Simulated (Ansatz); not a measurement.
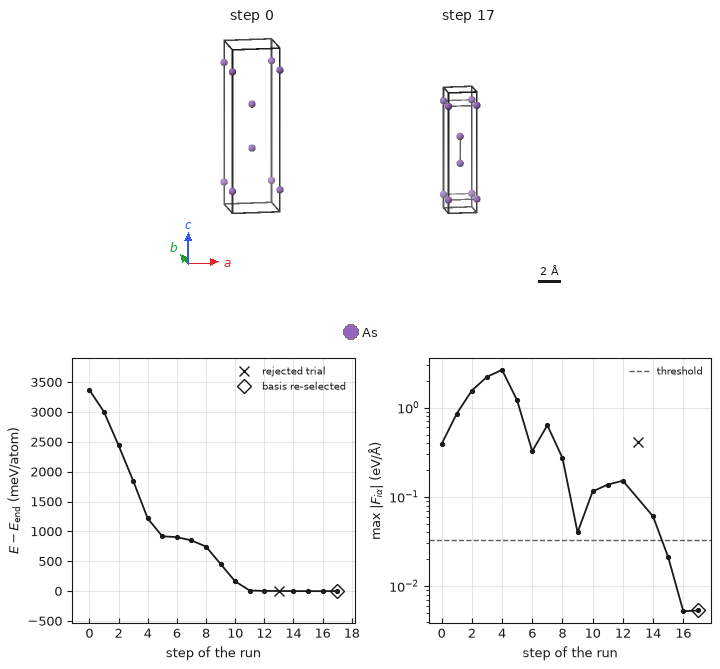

First and last geometry of a relaxation of crystalline As (set up in I4/mmm) (coarse preliminary run), with the history of the run. The picture is a ball-and-stick view of the conventional cell (2 times the calculation's cell), seen slightly off an axis. Lengths and directions refer to the drawn axes.

Case: 4 of 4 Ca taken out, relaxed.

All numbers below come from DFT PBE, scalar-relativistic, plane waves, PAW in Ansatz. Set-up: plane-wave cutoff 420 eV; k-point mesh 6 × 6 × 6; occupations gaussian; smearing width 0.1 eV; no spin polarisation; cell and atoms relaxed; force threshold 0.0325 eV/Å; at most 70 steps.

> What do the curves and the structures tell?

It converged. The largest moves relative to the cell, 0.27 Å, are those of As atoms. The volume changes by −73.7 %, with a = b 4.576 → 2.735 Å (−40.2 %), c 15.847 → 11.676 Å (−26.3 %). Near-neighbour distances that change, for instance: As–As 4.576 → 2.735 Å, As–As 4.255 → 2.602 Å. New bonds form: As–As (4.25 → 2.60 Å). The space group stays I4/mmm (No. 139). The energy falls by 3369 meV per atom in 15 accepted moves (17 points after the start). The largest force component goes from 0.39 to 0.0053 eV/Å. Pressure: −3.62 GPa at the start and 0.01 GPa at the end. The line search rejected the trial step at point 13 of the run. The SCF was repeated once at an unchanged geometry on a basis and grid sized afresh for the cell, which shifted the energy by 0.9 meV per atom at most. Cost: 47 s on 2 threads of Arm Neoverse V1, on a shared host, peak memory 0.43 GiB.
